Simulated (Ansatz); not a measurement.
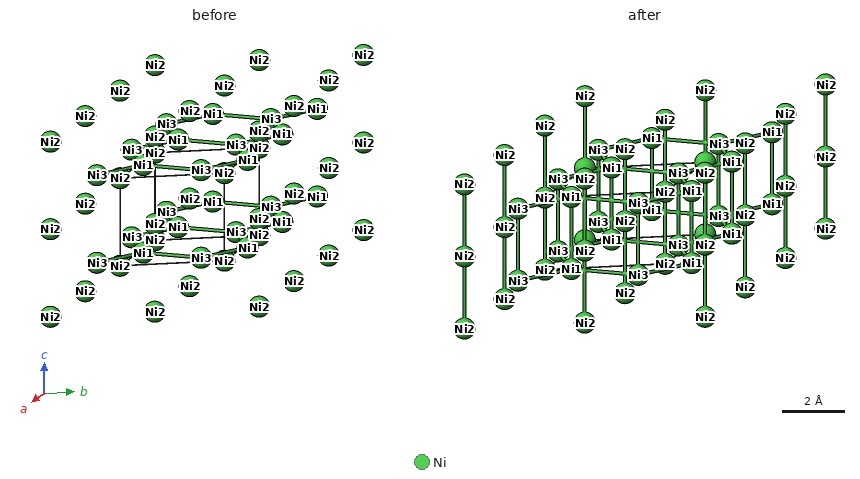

The structure of solid Ni (built on the Hg_191 type) (coarse preliminary run) before (left) and after (right) a relaxation, at one scale.

A ball-and-stick model of the cell of the calculation, repeated 3 × 2 × 2 with one cell outlined, seen slightly off an axis.

Case: Hg type (P6/mmm, No. 191).

Theory: Ansatz 0.2.0, DFT PBE, scalar-relativistic, plane waves, PAW.

Input file:
```yaml
crystal:
  lattice:
    - [3.4570057548, 0.0, 0.0]
    - [-1.7285028774, 2.9938548046, 0.0]
    - [0.0, 0.0, 2.946829585]
  atoms:
    - { symbol: Ni, position: [0.3333333333, 0.6666666667, 0.5], spin: 0.73 }
    - { symbol: Ni, position: [0.0, 0.0, 0.0], spin: 0.77 }
    - { symbol: Ni, position: [0.6666666667, 0.3333333333, 0.5], spin: 0.73 }
basis:
  ecutwfc: 420
kpoints:
  mp_grid: { grid: [6, 6, 6] }
hamiltonian:
  xc: pbe
scf:
  occupations: { method: gaussian, width: 0.1 }
  lower_state_search: "off"
output:
  forces: true
  stress: true
  eigenvalues: true
  populations: true
magnetization:
  spin_polarized: true
relax:
  adjacent_minimum: "off"
  f_tol: 0.04
  max_steps: 70
  cell: { stress_tol: 0.4 }
```

Summarise the run.

The atoms keep their places relative to the cell (all moves are under 0.005 Å). Cell: a = b 3.457 → 3.987 Å (+15.3 %), c 2.947 → 2.424 Å (−17.8 %). Volume +9.4 %. Among the contacts that change: Ni1–Ni1 2.947 → 2.424 Å, Ni1–Ni3 1.996 → 2.302 Å. The space group stays P6/mmm (No. 191). After 8 accepted moves (10 points after the start) the energy has fallen by 2.242 eV per cell of the calculation. All forces vanish by symmetry, so only the cell relaxes. The pressure goes from 50.78 to −0.04 GPa. The SCF was repeated twice at an unchanged geometry on a basis and grid sized afresh for the cell, which shifted the energy by 65.9 meV per cell of the calculation at most. The run took of the order of 25 core-seconds on a shared host.
